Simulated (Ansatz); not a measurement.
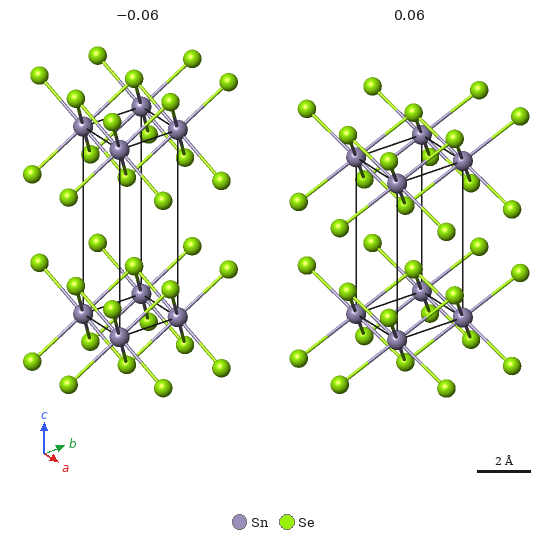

A crystal of SnSe2 (set up in P-3m1), under biaxial strain in the a–b plane (c and atoms relaxed), with energies (extrapolated to zero smearing) counted from the relaxed crystal, which is the row at zero. The picture shows the first and the last member. A ball-and-stick model of the cell of the calculation, seen slightly off an axis.

Computed with Ansatz 0.2.0: DFT PBE, scalar-relativistic, plane waves, PAW. (plane-wave cutoff 420 eV; k-point mesh 12 × 12 × 4; occupations gaussian; smearing width 0.02 eV; no spin polarisation; force threshold 0.008 eV/Å)

```json
{"strain": "−0.06", "energy (meV/atom)": "82.81", "a (Å)": "3.639", "c (Å)": "7.406"}
{"strain": "−0.04", "energy (meV/atom)": "34.73", "a (Å)": "3.717", "c (Å)": "7.301"}
{"strain": "−0.02", "energy (meV/atom)": "8.18", "a (Å)": "3.794", "c (Å)": "7.171"}
{"strain": "0.0", "energy (meV/atom)": "0.00", "a (Å)": "3.872", "c (Å)": "6.971"}
{"strain": "0.02", "energy (meV/atom)": "?", "a (Å)": "?", "c (Å)": "?"}
{"strain": "0.04", "energy (meV/atom)": "27.44", "a (Å)": "4.027", "c (Å)": "6.560"}
{"strain": "0.06", "energy (meV/atom)": "57.60", "a (Å)": "4.104", "c (Å)": "6.191"}
```

Q: Estimate the missing row from the others, and compare with the calculation.

A: A parabola through three neighbouring rows (0.0, 0.04, 0.06) gives, with Lagrange weights, (0.3333)(0.00) + (1.0000)(27.44) + (−0.3333)(57.60) = 8.24 meV/atom. The calculation gives 7.31 meV/atom (a = 3.949 Å, c = 6.805 Å). The estimate is 0.93 meV/atom too high. From the first member to the last: Se–Sn 2.683 → 2.814 Å.

The whole series:

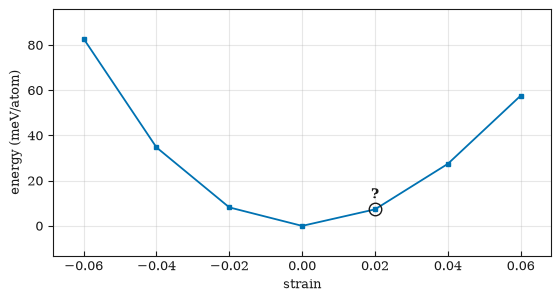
